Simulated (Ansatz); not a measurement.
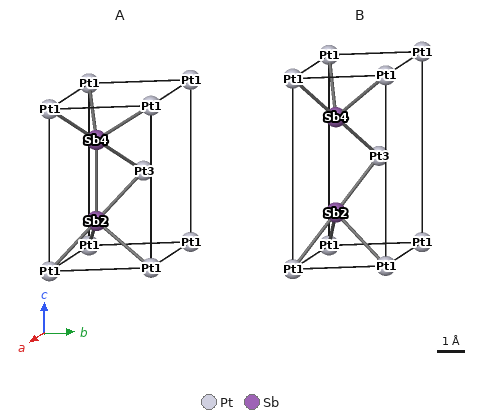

Two geometries of solid SbPt (a generated structure, set up in P6_3/mmc), drawn at one scale. One is the start of a relaxation, the other its converged end. The picture is a ball-and-stick view of the cell of the calculation, seen slightly off an axis.

These are results of DFT PBEsol, scalar-relativistic, plane waves, PAW (Ansatz), not measurements. Settings: plane-wave cutoff 420 eV; k-point mesh 12 × 12 × 6; occupations gaussian; smearing width 0.1 eV; no spin polarisation; cell and atoms relaxed; force threshold 0.01 eV/Å; at most 45 steps.

**Which one is relaxed?**

Structure B is the relaxed one. Case: stacking AB. The atoms keep their places relative to the cell (all moves are under 0.005 Å). The volume changes by −1.2 %, with a = b 3.858 → 3.537 Å (−8.3 %), c 6.352 → 7.469 Å (+17.6 %). Some distances before and after: Sb2–Sb4 3.176 → 3.734 Å, Pt1–Sb2 2.735 → 2.767 Å. Among the angles between lasting bonds that change: Sb2–Pt1–Sb4 71.0° → 84.9°, Pt1–Sb4–Pt1 89.7° → 79.5°, Sb2–Pt1–Sb2 89.7° → 79.5°. The space group stays P6_3/mmc (No. 194). Over 8 accepted moves (11 points after the start) the energy falls by 0.230 eV per cell of the calculation. All forces vanish by symmetry, so only the cell relaxes. The pressure goes from 4.12 to −0.02 GPa. The line search rejected the trial step at point 5 of the run. The SCF was repeated twice at an unchanged geometry on a basis and grid sized afresh for the cell, which shifted the energy by 12.7 meV per cell of the calculation at most. The run took 2.8 min on 1 thread of Arm Neoverse V1 (shared host), peak memory 0.48 GiB.
